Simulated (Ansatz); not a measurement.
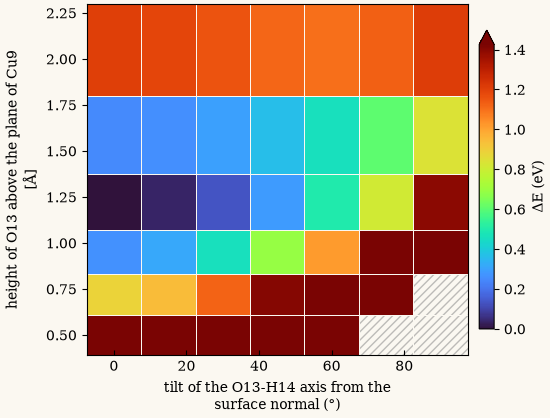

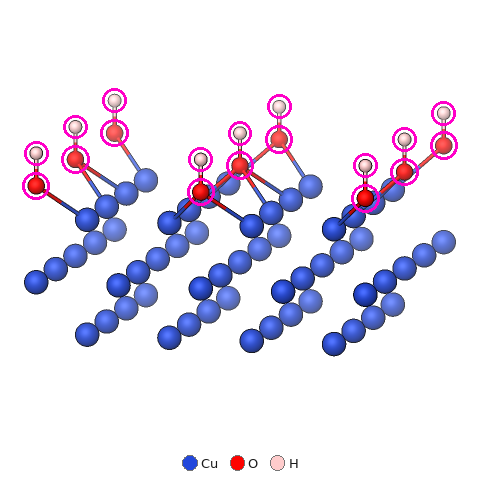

Energy landscape of OH on a Cu(100) slab cut from the Fm-3m phase, its upper half relaxed before the scan (12 atoms of substrate and one adsorbate in a 2 × 2 cell). 
- OH stands on one site of a rigid substrate while its tilt and height are varied at a fixed bond length; it sits over a hollow of the top layer over the deeper atom Cu5, heights counted from the top plane, tilted towards the diagonal of the 1 × 1 surface cell.
- First axis: tilt of the O13-H14 axis from the surface normal. Second axis: height of O13 above the plane of Cu9.
- The scan uses a 7 × 6 grid. At 3 points there is no value (left out of the scan, as a rule where atoms come close).
- Points are written as (first, second).
- All energies are given in eV relative to the lowest grid point.
- Computed with DFT PBE, scalar-relativistic, plane waves, PAW in Ansatz 0.2.0. Settings: cutoff 420 eV, k-mesh 5×5×1, gaussian smearing 0.1 eV, spin-polarised.

In the figure: one coloured cell a grid point, one colour for all values above the top of the scale, hatched blanks where no value was computed. The second picture is the structure at the lowest point; rings mark the moved atoms.

### Where are the wells?

The lowest grid point is at (0°, 1.20 Å). It lies on the edge of the map, which is a mirror line here (the upright molecule). The highest grid point, (60°, 0.50 Å), lies 3.22 eV above the lowest.

The values on the grid:

| second ↓, first → | 0 | 15 | 30 | 45 | 60 | 75 | 90 |
| --- | --- | --- | --- | --- | --- | --- | --- |
| 2.05 | 1.21 | 1.19 | 1.15 | 1.12 | 1.10 | 1.13 | 1.21 |
| 1.55 | 0.25 | 0.26 | 0.30 | 0.36 | 0.46 | 0.60 | 0.84 |
| 1.20 | 0.00 | 0.03 | 0.13 | 0.29 | 0.50 | 0.81 | 1.39 |
| 0.94 | 0.26 | 0.31 | 0.46 | 0.69 | 1.01 | 1.60 | 2.83 |
| 0.72 | 0.88 | 0.94 | 1.12 | 1.40 | 1.89 | 2.95 | – |
| 0.50 | 1.86 | 1.92 | 2.11 | 2.45 | 3.22 | – | – |

The input of one point:

```yaml
crystal:
  lattice:
    - [5.1319544654, 0.0, 0.0]
    - [0.0, 5.1319544654, 0.0]
    - [0.0, 0.0, 21.527931415]
  atoms:
    - { symbol: Cu, position: [0.25, 0.25, 0.1858051256] }
    - { symbol: Cu, position: [0.25, 0.75, 0.1858051256] }
    - { symbol: Cu, position: [0.75, 0.25, 0.1858051256] }
    - { symbol: Cu, position: [0.75, 0.75, 0.1858051256] }
    - { symbol: Cu, position: [0.0, 0.0, 0.2677460909] }
    - { symbol: Cu, position: [0.0, 0.5, 0.2677460909] }
    - { symbol: Cu, position: [0.5, 0.0, 0.2677460909] }
    - { symbol: Cu, position: [0.5, 0.5, 0.2677460909] }
    - { symbol: Cu, position: [0.25, 0.25, 0.3496820605] }
    - { symbol: Cu, position: [0.25, 0.75, 0.3496820605] }
    - { symbol: Cu, position: [0.75, 0.25, 0.3496820605] }
    - { symbol: Cu, position: [0.75, 0.75, 0.3496820605] }
    - { symbol: O, position: [0.0, 0.0, 0.4054235982], spin: 1.0 }
    - { symbol: H, position: [0.0, 0.0, 0.4518748795] }
basis:
  ecutwfc: 420
kpoints:
  mp_grid: { grid: [5, 5, 1] }
hamiltonian:
  xc: pbe
  pseudopotentials: { kind: paw, azcp: { folder: soft_1 } }
scf:
  occupations: { method: gaussian, width: 0.1 }
output:
  forces: true
  eigenvalues: true
  populations: true
magnetization:
  spin_polarized: true
efield:
  axis: 3
  dipole_correction: true
  ramp_width: 0.04
```

Time for the 39 points that were run: 51 min on 8 threads of Arm Neoverse N1, with other jobs on the host.
